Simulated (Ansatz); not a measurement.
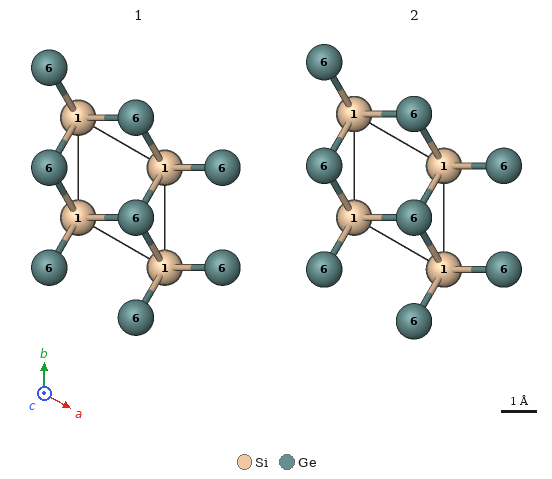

Two geometries of crystalline SiGe₅ (a generated structure, set up in P-6m2) (coarse preliminary run), drawn at one scale. One is the start of a relaxation, the other its converged end. The picture is a ball-and-stick view of the cell of the calculation, seen along the c axis.

Computed with DFT PBE, scalar-relativistic, plane waves, PAW (Ansatz). Set-up: plane-wave cutoff 420 eV; k-point mesh 6 × 6 × 2; occupations gaussian; smearing width 0.1 eV; no spin polarisation; cell and atoms relaxed; force threshold 0.04 eV/Å; at most 70 steps.

Question: Which geometry has the lower energy?

Answer: Structure 2 is the relaxed one. The energy falls by 38.5 meV per atom in 2 accepted moves (3 points after the start). Largest force component: 0.44 eV/Å at the start, 0.03 eV/Å at the end. The pressure goes from 5.89 to −0.26 GPa. At 1 point the geometry stayed and the basis and grid were re-selected for the new cell (energy shift of 0.4 meV per atom at most each time). The largest moves relative to the cell, 0.14 Å, are those of Ge atoms. Si stays in place. Cell: a = b 2.917 → 3.024 Å (+3.7 %), c 14.181 → 14.221 Å (+0.3 %). Volume +7.8 %. Some distances before and after: Ge–Si 2.879 → 2.812 Å. Bond angles that change, for instance: Ge–Si–Ge 108.4° → 103.2°, Si–Ge–Si 60.9° → 65.1°, Ge–Si–Ge 60.9° → 65.1°. The space group stays P-6m2 (No. 187). Cost: 29 s on 1 thread of Arm Neoverse V1, with other jobs on the host, peak memory 0.36 GiB.
